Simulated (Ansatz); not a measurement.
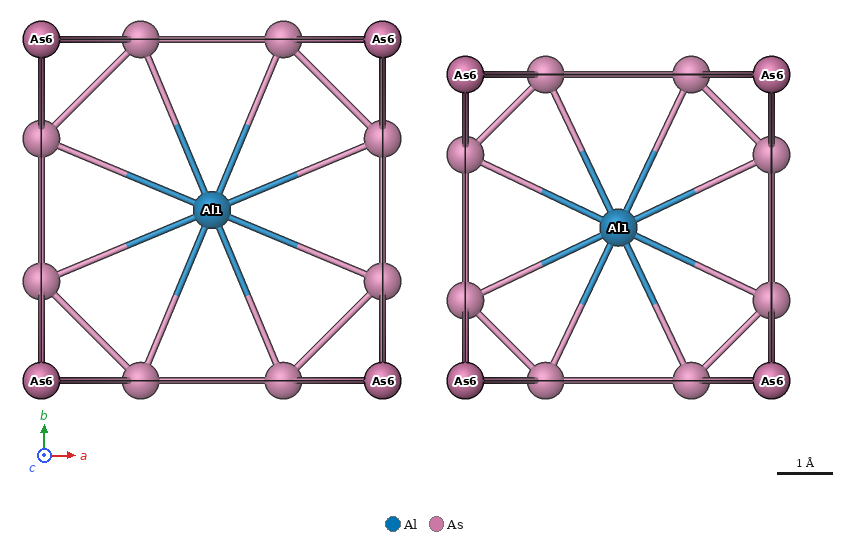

Two geometries of crystalline AlAs$_{5}$ (a generated structure, set up in P4/mmm) (coarse preliminary run), drawn at one scale. One is the start of a relaxation, the other its converged end. The picture is a ball-and-stick view of the cell of the calculation, seen along the c axis.

Computed with DFT PBE, scalar-relativistic, plane waves, PAW in Ansatz 0.2.0. Set-up: plane-wave cutoff 420 eV; k-point mesh 4 × 4 × 4; occupations gaussian; smearing width 0.1 eV; no spin polarisation; cell and atoms relaxed; force threshold 0.04 eV/Å; at most 70 steps.

### Which one is relaxed?

The left one is the relaxed one. The largest moves relative to the cell, 0.18 Å, are those of As atoms. Al stays in place. The volume changes by +16.3 %, with a = b 5.653 → 6.301 Å (+11.5 %), c 4.705 → 4.405 Å (−6.4 %). Near-neighbour distances that change, for instance: As–As 2.962 → 3.666 Å, As–As 2.094 → 2.592 Å, Al–As 3.130 → 3.415 Å, As–As 2.780 → 2.866 Å. Among the angles between lasting bonds that change: As–As–As 115.6° → 100.5°, As–As–As 122.2° → 129.8°, As–As–As 67.9° → 63.1°. The space group stays P4/mmm (No. 123). Over 7 accepted moves (8 points after the start) the energy falls by 851 meV per atom. The largest force component goes from 9 to 0.0028 eV/Å. Pressure: 26.78 GPa at the start and 0.14 GPa at the end. The SCF was repeated once at an unchanged geometry on a basis and grid sized afresh for the cell, which shifted the energy by 2.6 meV per atom at most. Cost: 38 s on 1 thread of Intel(R) Xeon(R) 6975P-C (Granite Rapids), with other jobs on the host, peak memory 0.53 GiB.
